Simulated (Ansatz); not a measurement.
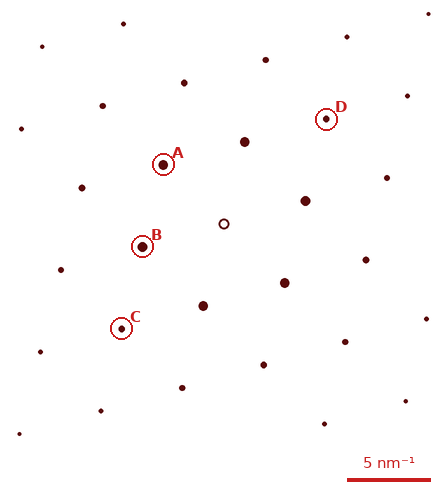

Computed electron diffraction pattern, 200 kV, single scattering only, B = 0.8 Å². The zone axis points towards the electron source and the pattern is seen from the source side.

Mn, space group P6/mmm (No. 191), a = 3.922 Å, c = 2.464 Å (hexagonal axes). Structure: the geometry relaxed with DFT, revPBE, plane waves (420 eV) with PAW, scalar-relativistic (Ansatz 0.2.0); the starting structure was generated, so it need not be a known form of this composition.

Spot A is indexed -2 1 0 and spot B -1 -1 0.

Q: What are the indices of the remaining marked spots?

A: C = −A + 2B = 0 -3 0 (d = 1.132 Å). D = A − 2B = 0 3 0 (d = 1.132 Å).

Q: Which zone axis is this?

A: The cross product of A and B is parallel to [001]; every spot obeys hu + kv + lw = 0.

Q: What are the spacings of A and B and the angle between them?

A: d(A) = 1.961 Å, d(B) = 1.961 Å, and the angle is 60.0°.
